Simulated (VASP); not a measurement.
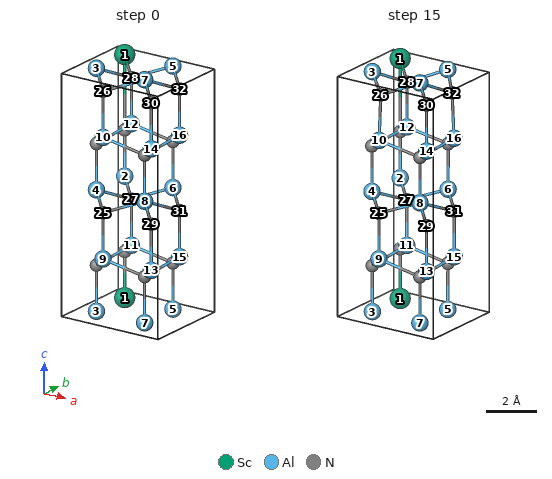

The structure of a crystal of ScAl15N16 (a generated structure, set up in P3m1) before (left) and after (right) a relaxation, at one scale.

A ball-and-stick model of the cell of the calculation, seen slightly off an axis.

The run lets cell and atoms move.

Theory: VASP 6.6.1, Kohn-Sham DFT of a periodic cell, LDA, VASP PAW LDA potentials, recommended.

Input file:
```
SYSTEM = ScAl15N16
ALGO     = Normal         ! electronic algorithm
EDIFF    = 1E-6           ! SCF threshold, eV
EDIFFG   = -0.01          ! ionic threshold
ENCUT    = 600            ! plane-wave cutoff, eV
GGA      = CA             ! functional
IBRION   = 2              ! ionic algorithm
ISIF     = 3              ! what is computed and relaxed
ISMEAR   = 0              ! smearing method
KPAR     = 8            
LASPH    = .TRUE.         ! aspherical terms in the spheres
LCHARG   = .FALSE.        ! write CHGCAR
LREAL    = Auto         
LWAVE    = .FALSE.        ! write WAVECAR
NELM     = 80             ! most SCF steps
NSW      = 90             ! ionic steps
PREC     = Accurate       ! precision mode
SIGMA    = 0.03           ! smearing width, eV
```

Launched with:
```bash
cat potpaw_LDA.64/Sc_sv/POTCAR potpaw_LDA.64/Al/POTCAR potpaw_LDA.64/N/POTCAR > POTCAR
mpirun -np 8 vasp_std > vasp.out
```

Describe what moved and what it gained.

The atom that moves furthest relative to the cell is an N atom (0.14 Å along +c). By element the largest moves are N 0.14 Å, Al 0.04 Å, Sc 0.03 Å. Cell: a = b 6.288 → 6.233 Å (−0.9 %), c 10.061 → 9.936 Å (−1.2 %). Volume −3.0 %. Among the contacts that change: N–Sc 1.912 → 2.059 Å, N–Sc 3.119 → 3.022 Å, N–Sc 1.913 → 2.003 Å, Al–N 1.913 → 1.854 Å. Bond angles that change, for instance: N–Al–N 110.5° → 104.5°, N–Al–N 108.4° → 105.0°, Sc–N–Al 108.4° → 105.0°. The space group stays P3m1 (No. 156). The energy falls by 31.1 meV per atom in 15 geometry steps. The largest force component goes from 3.5 to 0.0048 eV/Å. The pressure goes from −4.89 to 0.00 GPa. It ran on 8 threads of Intel(R) Xeon(R) Platinum 8488C (Sapphire Rapids), on a shared host.
